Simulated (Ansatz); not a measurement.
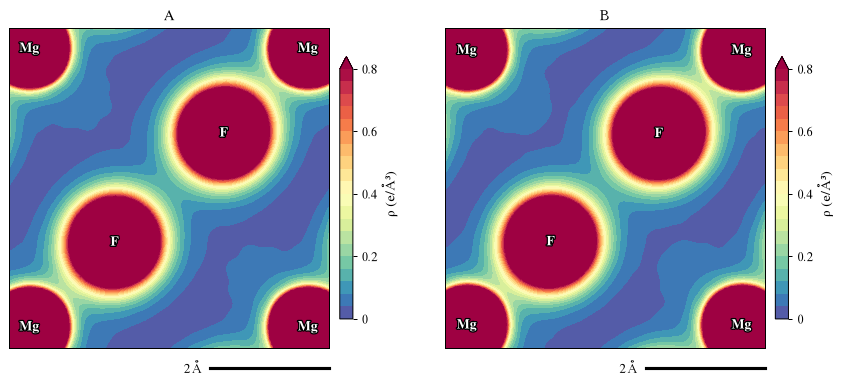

MgF₂. The valence pseudo-density of two cells that differ in size, on the (001) plane of each (indices in the axes of the calculation cell), at one length scale and on one colour scale: A has 11.3 Å³ an atom and B 10.9.

Space group P4₂/mnm.

Theory: Ansatz 0.2.0, DFT PBEsol, scalar-relativistic, plane waves, PAW.

The density is the valence pseudo-density of a PAW calculation; it isn't the true density close to the nuclei.

The larger cell:

```
CELL_PARAMETERS angstrom
4.68867 0.00000 0.00000
0.00000 4.68867 0.00000
0.00000 0.00000 3.08730
ATOMIC_POSITIONS crystal
Mg 0.00000 0.00000 0.00000
Mg 0.50000 0.50000 0.50000
F 0.30403 0.30403 0.00000
F 0.19597 0.80403 0.50000
F 0.69597 0.69597 0.00000
F 0.80403 0.19597 0.50000
```

The smaller cell: a = 4.625 Å, b = 4.625 Å, c = 3.052 Å, α = 90.00°, β = 90.00°, γ = 90.00°.

> What changes from the larger cell to the smaller?

From the larger cell to the smaller, Mg–F goes from 2.02 to 1.98 Å, and the density at its midpoint from 0.33 to 0.36 e/Å³; the pressure goes from −2.7 to 0.9 GPa; the Kohn–Sham gap goes from 6.7 eV to 7.0 eV.
